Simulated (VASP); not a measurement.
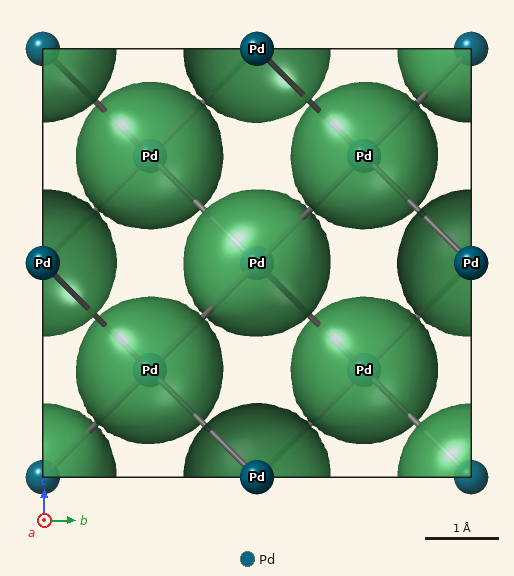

The picture shows: Pd. Isosurface of the valence pseudo-density at 0.5 e/Å³ (green), seen along the a axis. Sticks mark near contacts.

Space group Fd-3m; a generated structure, not necessarily the stable one; changed on purpose from its base cell (volume × 1.0); spin-polarised.

Computed with VASP 6.6.1, Kohn-Sham DFT of a periodic cell, BLYP, VASP PAW PBE potentials, recommended.

### Which contacts does the surface bridge?

At this value the density breaks into separate islands; it holds about 70 % of the electrons treated as valence. It bridges none of the near contacts. It is pinched off along the shortest Pd–Pd (2.57 Å) contacts. On the grid the lowest density along these lines, outside the cores, is 0.4 e/Å³ (Pd–Pd, 2.57 Å).

### Which magnetic arrangement did the calculation end in?

Parallel moments (a ferromagnetic arrangement) in this solution; site moments Pd: +0.4 μB (×8) in one cell of 8 atoms.
